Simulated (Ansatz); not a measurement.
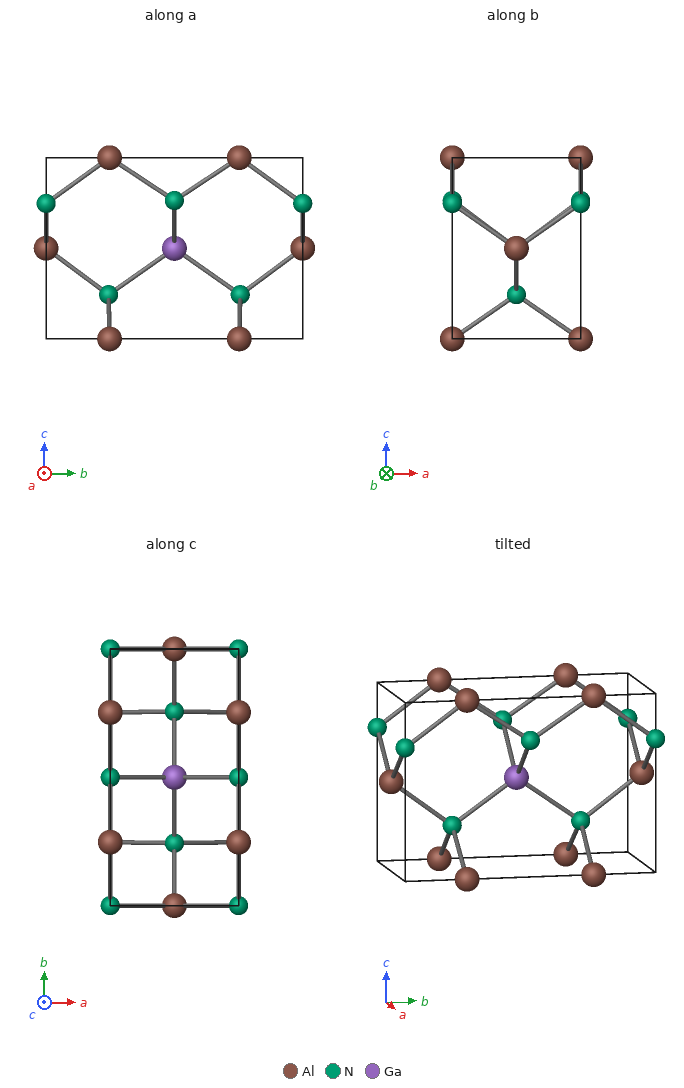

Crystal structure, ball-and-stick style, seen along the a axis, along the b axis, along the c axis and slightly off an axis. The lines enclose the conventional unit cell; boundary atoms appear with their images.

Lattice parameters: a = 3.1131 Å, b = 6.2265 Å, c = 4.3986 Å, α = 90.000°, β = 90.000°, γ = 90.000°.

Q: Express the structure as a CIF with its space group and independent sites, with free fractional coordinates to two decimals.

A:
```cif
data_structure
_symmetry_space_group_name_H-M 'P m m 2'
_symmetry_Int_Tables_number 25
_cell_length_a 3.1131
_cell_length_b 6.2265
_cell_length_c 4.3986
_cell_angle_alpha 90.000
_cell_angle_beta 90.000
_cell_angle_gamma 90.000
_cell_volume 85.26
loop_
_atom_site_label
_atom_site_type_symbol
_atom_site_symmetry_multiplicity
_atom_site_Wyckoff_symbol
_atom_site_fract_x
_atom_site_fract_y
_atom_site_fract_z
_atom_site_occupancy
Al1 Al 2 g 0.00 0.75 0.00 1
N1 N 2 h 0.50 0.76 0.24 1
Al2 Al 1 c 0.50 0.00 0.50 1
N2 N 1 a 0.00 0.00 0.75 1
Ga1 Ga 1 d 0.50 0.50 0.50 1
N3 N 1 b 0.00 0.50 0.76 1
```

The model was built from a structure type filled with these elements by a generator (whether the compound takes this form wasn't checked). Earlier steps of the study, as a rule a relaxation of our own, may have changed the cell and positions, so they can lie some per cent off the listed ones. It went into a calculation with Ansatz.
